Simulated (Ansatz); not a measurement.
## Electronic structure of HfO2 in real space

```
Hf O
1.0
     0.00000    4.97560    0.00000
    -5.18110    0.00000    0.00000
     0.00000    0.00000    4.99611
Hf O
4 8
Direct
  0.72730 0.78165 0.73614
  0.27160 0.71713 0.27222
  0.27168 0.28287 0.77216
  0.72732 0.21835 0.23614
  0.90185 0.13377 0.76940
  0.09752 0.36802 0.18848
  0.09761 0.63200 0.68903
  0.90179 0.86624 0.26963
  0.45101 0.99308 0.01029
  0.55063 0.49007 0.49692
  0.55066 0.50998 0.99693
  0.45104 0.00673 0.51028
```

Space group Pc; a structure from a database of computed crystals, not necessarily the ambient phase.

Level of theory: DFT LDA, scalar-relativistic, plane waves, PAW (Ansatz).

Core electrons are frozen (PAW), and the valence fields are smoothed inside the atomic spheres.

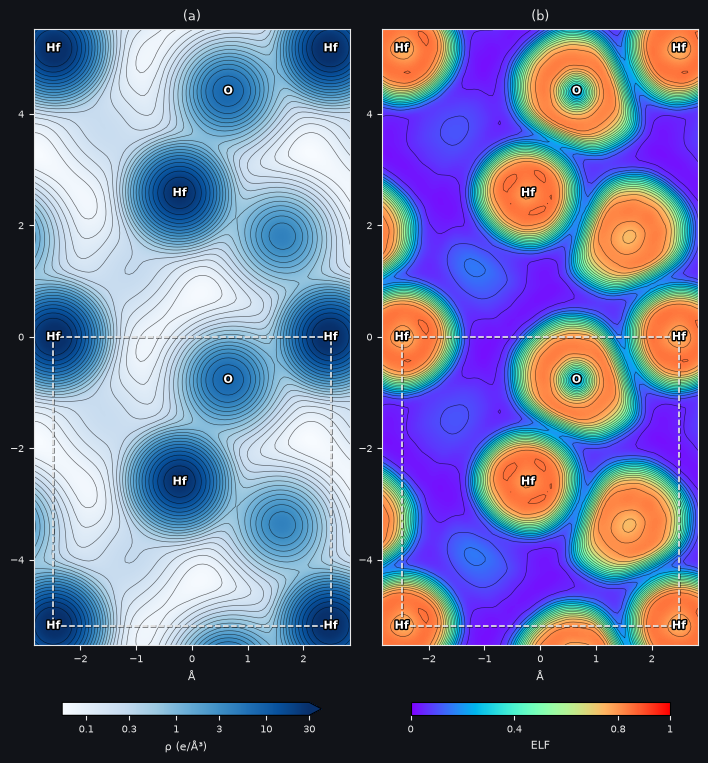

Figure 1. (a) valence pseudo-density; (b) electron localisation function on the (001) plane of the conventional cell.

Describe what can be read from this map.

Answer. The plane passes through Hf and O nuclei. Atoms just off the plane (O, 0.4 Å away) can leave unmarked features too. Hf–O (2.00 Å): the density is about 0.99 e/Å³ at the midpoint; the ELF peaks at about 0.85 in the valence shell of O, 0.6 Å from its nucleus, and drops to about 0.20 between the two atoms: no shared electron pair shows on this line. Hf–O (2.03 Å): the density is about 0.91 e/Å³ at the midpoint; the ELF peaks at about 0.85 in the valence shell of O, 0.6 Å from its nucleus, and drops to about 0.20 between the two atoms: no localised pair shows between them. Between the atoms the lowest density in this plane is 0.05 e/Å³. The features right at Hf lie inside the PAW spheres, where the map follows smoothed inner orbitals and isn't to be read closely.

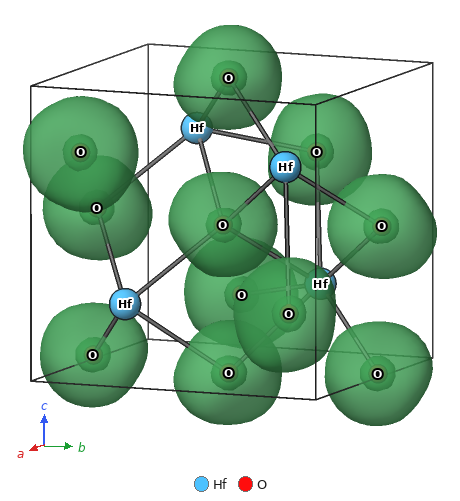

Figure 2. Isosurface of the ELF at 0.6 (green), seen slightly off an axis. Only the valence region is drawn (cores and ρ < 0.01 e/Å³ removed). Sticks mark near contacts.

Identify the bonds, lone pairs and shells in this picture.

Answer. The surface consists of eight regions wrapped around O (the valence shell of each), counted in one cell of 12 atoms. Any copies at cell faces, edges or corners count once.


 Hf–O (2.05 Å): the ELF peaks at about 0.85 in the valence shell of O, 0.6 Å from its nucleus, and drops to about 0.20 between the two atoms (no shared electron pair shows on this line).

Does the calculation make it a metal, or give it a gap?

Answer. It is gapped, with a Kohn–Sham gap of 4.1 eV on the k-point mesh, an upper bound to the gap of this method.
